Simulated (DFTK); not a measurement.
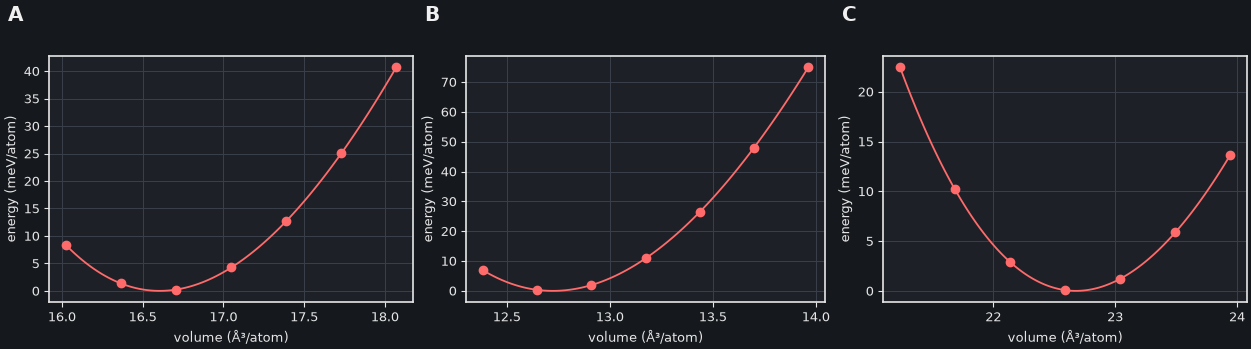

Each panel shows the energy against volume for one of these solids: Ag, Fm-3m (No. 225); GaAs, F-43m (No. 216); ZrC, P6_3/mmc (No. 194).

Method: plane-wave DFT, no spin polarisation; energies at scaled volumes of the given cell, shape and fractions fixed, counted from the fit's minimum, third-order Birch-Murnaghan fit (DFTK 0.8.2). Level: PBEsol.

Which panel belongs to which solid?

Answer. A is Ag (energy from 0.22 meV/atom to 40.73 meV/atom, V0 16.61 Å³/atom, B0 122 GPa); B is ZrC (energy from 0.35 meV/atom to 74.97 meV/atom, V0 12.72 Å³/atom, B0 233 GPa); C is GaAs (energy from 0.06 meV/atom to 22.47 meV/atom, V0 22.68 Å³/atom, B0 68.8 GPa).

For Ag, limits of the calculation: coarse k mesh.

For ZrC, limits of the calculation: shape and atomic fractions are frozen while scaling, which makes layered, chain and framework solids too stiff.
